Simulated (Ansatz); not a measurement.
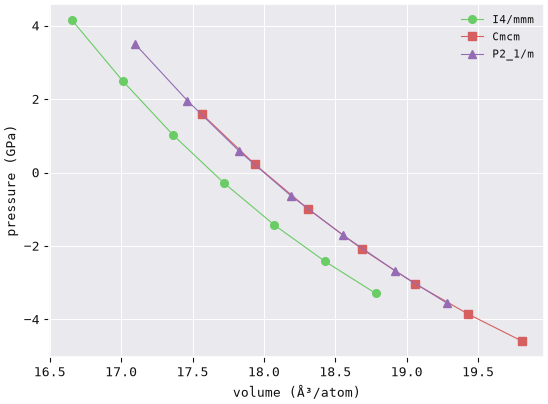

The plot gives the computed pressure against volume, with one curve for each structure, for Ga.

Method: all-electron LAPW DFT, no spin polarisation; energies at scaled volumes of the given cell, shape and fractions fixed, counted from the fit's minimum, third-order Birch-Murnaghan fit (Ansatz 0.2.0). Level: PBEsol.

- occupations: Fermi–Dirac
- smearing width: 0.05 eV
- potentials: all electron LAPW, scalar relativistic

Settings that differ: I4/mmm: k mesh 13×13×13; Cmcm: k mesh 10×10×8; P2_1/m: k mesh 10×8×7.

### For I4/mmm: read off the course of the pressure.

It falls from 4.15 GPa at volume 16.66 Å³/atom to −3.29 GPa at 18.78 Å³/atom, and changes sign near 17.64 Å³/atom.

### For Cmcm: what does the pressure do across the range?

It falls from 1.60 GPa at volume 17.56 Å³/atom to −4.59 GPa at 19.81 Å³/atom, and changes sign near 18.00 Å³/atom.

### For P2_1/m: how does the pressure vary with volume?

It falls from 3.49 GPa at volume 17.10 Å³/atom to −3.56 GPa at 19.28 Å³/atom, and changes sign near 18.00 Å³/atom.

Keep in mind: shape and atomic fractions are frozen while scaling, which makes layered, chain and framework solids too stiff.
